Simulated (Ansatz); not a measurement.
System: Ti₂Al₆H (slab).

```
CELL_PARAMETERS angstrom
5.02419 0.00000 0.00000
2.15888 4.53670 0.00000
0.00000 0.00000 21.21871
ATOMIC_POSITIONS crystal
Al 0.50000 0.00000 0.18851
Al 0.00000 0.50000 0.18851
Ti 0.50000 0.50000 0.25173
Al 0.00000 0.00000 0.25173
Al 0.00000 0.50000 0.31935
Al 0.50000 0.00000 0.31935
Ti 0.00000 0.00000 0.37970
Al 0.50000 0.50000 0.38262
H 0.50000 0.66667 0.52872
```

Not relaxed (largest force 1.0 eV/Å); computed without spin polarisation; PAW files of the earlier set (soft_1).

The calculation used DFT PBE+D3(BJ), scalar-relativistic, plane waves, PAW in Ansatz 0.2.0.

**What can the converged valence pseudo-density and electron localisation function tell about the bonding?**

Al–H (3.21 Å): ρ is about 0.07 e/Å³ halfway; the ELF climbs to about 1 towards the hydrogen.
Al–Al (2.78 Å): the density is about 0.22 e/Å³ at the midpoint; the ELF peaks at about 0.65 between the atoms.
Ti–Al (2.78 Å): ρ at the midpoint is about 0.2 e/Å³; the ELF is about 0.30 at the midpoint.
Ti–Al (2.85 Å): the density is about 0.21 e/Å³ at the midpoint; the ELF is about 0.40 at the midpoint.

**Metal or insulator at this level of theory?**

It is metallic or semimetallic at this level of theory: no gap opens.

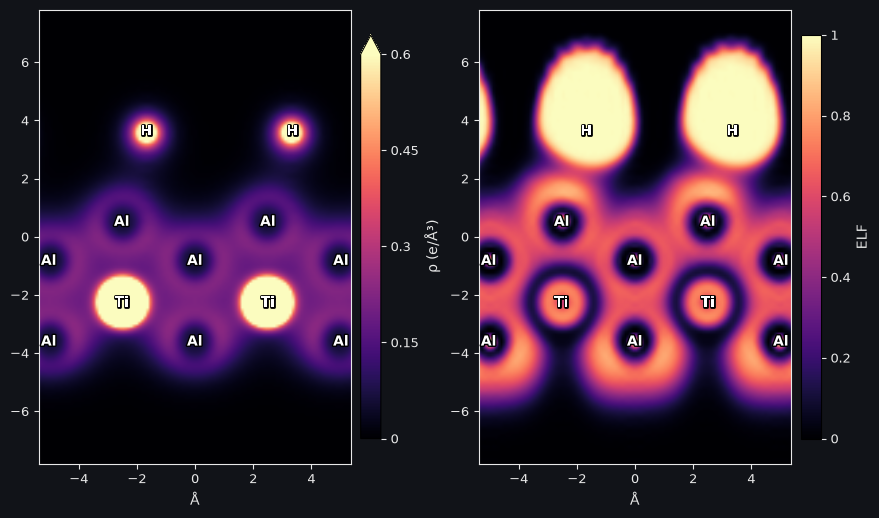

Computed valence pseudo-density and electron localisation function on the (100) plane of the calculation cell, a cut from vacuum to vacuum, in this order. 

In a PAW calculation such maps are meaningful between the atoms, not at the nuclei.
